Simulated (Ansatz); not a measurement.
Cell and atoms:

```yaml
crystal:
  lattice:
    - [3.08863, 0.00000, 0.00000]
    - [-1.54432, 2.67483, 0.00000]
    - [0.00000, 0.00000, 15.38115]
  atoms:
    - { symbol: Al, position: [0.33333, 0.66667, 0.06145] }
    - { symbol: Al, position: [0.00000, 0.00000, 0.88124] }
    - { symbol: Al, position: [0.66667, 0.33333, 0.22541] }
    - { symbol: Al, position: [0.33333, 0.66667, 0.55332] }
    - { symbol: Al, position: [0.00000, 0.00000, 0.38937] }
    - { symbol: Al, position: [0.66667, 0.33333, 0.71728] }
    - { symbol: N, position: [0.33333, 0.66667, 0.43036] }
    - { symbol: N, position: [0.00000, 0.00000, 0.26640] }
    - { symbol: N, position: [0.66667, 0.33333, 0.59431] }
    - { symbol: N, position: [0.33333, 0.66667, 0.92223] }
    - { symbol: N, position: [0.00000, 0.00000, 0.75827] }
    - { symbol: N, position: [0.66667, 0.33333, 0.10244] }
```

What would you see if this were drawn?

It has the composition AlN. The lattice is primitive hexagonal and the space group P3m1 (No. 156). It has 12 atoms to the cell (6 Al, 6 N). Al is coordinated by four N in a distorted tetrahedral arrangement at 1.89 to 2.14 Å. The N atoms are each bonded to four Al in a distorted tetrahedral arrangement at 1.89 to 2.14 Å. The bonds build a three-dimensional framework.

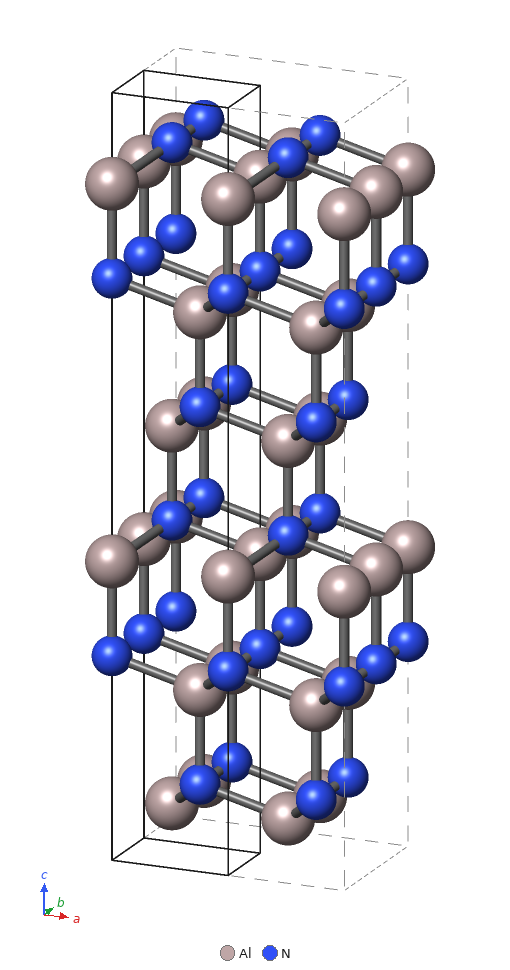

The crystal in a ball-and-stick representation, seen slightly off an axis. A 2×2×1 array of cells is drawn; the conventional unit cell has the solid edges.

The cell started as a structure listed in the Materials Project. The cell was then strained or its atoms displaced on purpose. Ansatz was used for an electronic-structure calculation on it.

At this level of theory the run's own cell isn't at rest (forces up to 2.0 eV/Å), so its distances can differ from those at equilibrium, the more so the softer the solid.
